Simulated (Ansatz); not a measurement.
Input

```
crystal:
  lattice:
    - [0.0, 3.123000954, 3.123000954]
    - [3.123000954, 0.0, 3.123000954]
    - [3.123000954, 3.123000954, 0.0]
  atoms:
    - { symbol: Ba, position: [0.0, 0.0, 0.0] }
    - { symbol: F, position: [0.25, 0.25, 0.25] }
    - { symbol: F, position: [0.75, 0.75, 0.75] }
basis:
  ecutwfc: 420
kpoints:
  mp_grid: { grid: [6, 6, 6] }
  band_path:
    path:
      - [[0.0, 0.0, 0.0], [0.5, 0.0, 0.5], [0.625, 0.25, 0.625]]
      - [[0.375, 0.375, 0.75], [0.0, 0.0, 0.0], [0.5, 0.5, 0.5], [0.5, 0.25, 0.75], [0.5, 0.0, 0.5]]
    npoints: 10
hamiltonian:
  xc: pbe
scf:
  occupations: { method: gaussian, width: 0.02 }
output:
  forces: true
  stress: true
  eigenvalues: true
  populations: true
  dos: { projected: true, de: 0.02 }
  bader: false
  write_density: true
  write_potential: true
  elf: true
  volumetric_format: npy
magnetization:
  noncollinear: true
  spin_orbit: true
```

Command:

```sh
ansatz run input.yaml --threads 1 --pin off --max-ram 2560MiB --backend cpu --events-out ev --progress --plain --runs-dir out
```

Below, planes, directions and counts refer to the conventional cell (a = 6.25 Å, b = 6.25 Å, c = 6.25 Å, α = 90.00°, β = 90.00°, γ = 90.00°).

Space group Fm-3m.

Level of theory: DFT PBE, spin-orbit coupling, plane waves, PAW (Ansatz).

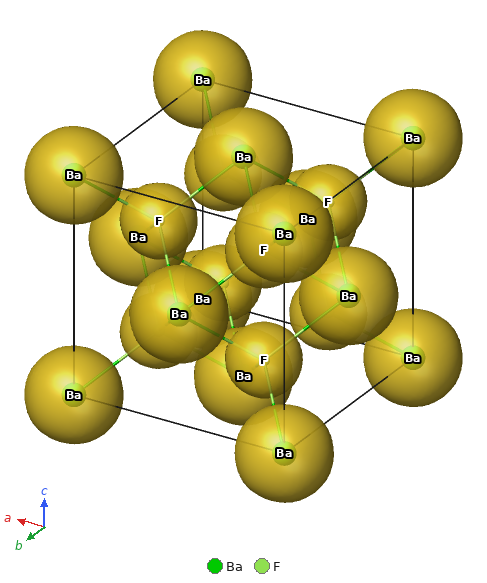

BaF2. Isosurface of the valence pseudo-density at 0.3 e/Å³ (yellow), seen at an oblique angle. Sticks mark near contacts.

In a PAW calculation such maps are meaningful between the atoms, not at the nuclei.

> What does this surface tell about the bonding?

At this value the density breaks into separate islands; it holds about 85 % of the electrons treated as valence (semicore included). It bridges none of the near contacts. It is pinched off along the shortest Ba–F (2.70 Å) contacts. On the grid the lowest density along these lines, outside the cores, is 0.19 e/Å³ (Ba–F, 2.70 Å).
